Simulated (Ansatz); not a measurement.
## Electronic structure of Sn$_{2}$Ge in real space

```xyz
12
Lattice="4.4948 0.0000 0.0000 0.0000 4.4948 0.0000 0.0000 0.0000 19.1763" Properties=species:S:1:pos:R:3 pbc="T T T"
Sn    2.2474    2.2474    3.2692
Sn    0.0000    0.0000   12.8573
Sn    0.0000    0.0000    6.3190
Sn    2.2474    2.2474   15.9071
Sn    2.2474    0.0000    1.5249
Sn    0.0000    2.2474   11.1130
Sn    2.2474    0.0000    8.0632
Sn    0.0000    2.2474   17.6514
Ge    0.0000    0.0000    0.0000
Ge    2.2474    2.2474    9.5881
Ge    0.0000    2.2474    4.7941
Ge    2.2474    0.0000   14.3822
```

Space group I4₁/amd; a structure generated by program, which may or may not match a known phase.

These are results of DFT PBE, scalar-relativistic, plane waves, PAW in Ansatz 0.2.0, not measurements.

The density is the valence pseudo-density of a PAW calculation; it isn't the true density close to the nuclei.

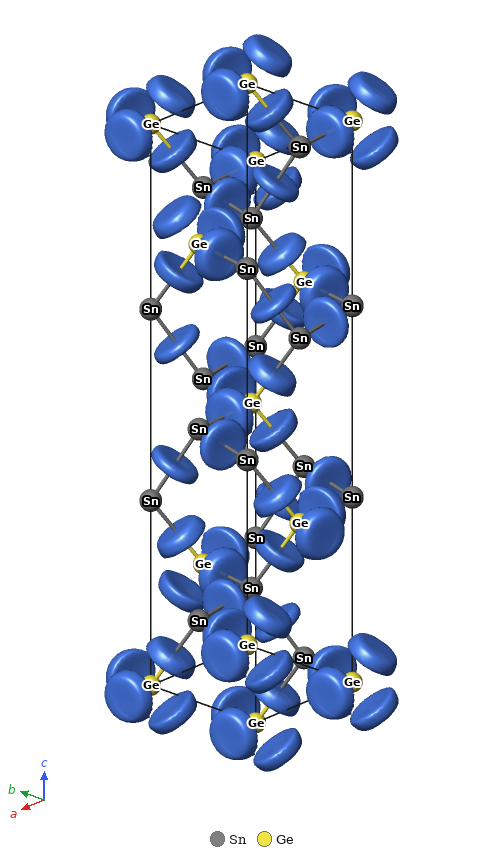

Figure 1. Isosurface of the electron localisation function at 0.55 (blue), seen at an oblique angle. Only the valence region is drawn (cores and ρ < 0.01 e/Å³ removed). Sticks mark near contacts.

Q: What do the ELF domains correspond to?

A: At this value the surface marks out 16 regions between bonded Ge–Sn atoms and eight regions between bonded Sn–Sn atoms, counted in one cell of 12 atoms. Regions shared between cells count once.


Sn–Ge (2.72 Å): the ELF peaks at about 0.70 between the atoms. Sn–Sn (2.84 Å): the ELF peaks at about 0.65 between the atoms.

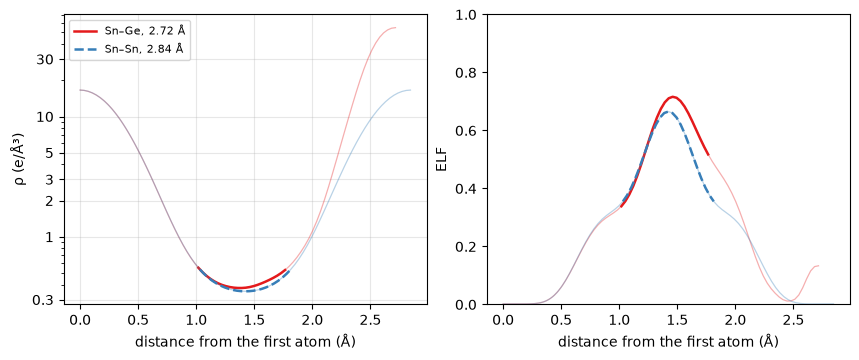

Figure 2. Valence electron density and ELF along straight lines between neighbouring atoms. Thin, pale parts lie inside the atomic spheres.

Q: Compare the contacts.

A: Sn–Ge (2.72 Å): ρ is about 0.38 e/Å³ halfway; the ELF peaks at about 0.70 between the atoms.
Sn–Sn (2.84 Å): ρ is about 0.35 e/Å³ halfway; the ELF peaks at about 0.65 between the atoms.

Q: Does the calculation give a band gap?

A: It is gapless in this calculation (a metal or semimetal).
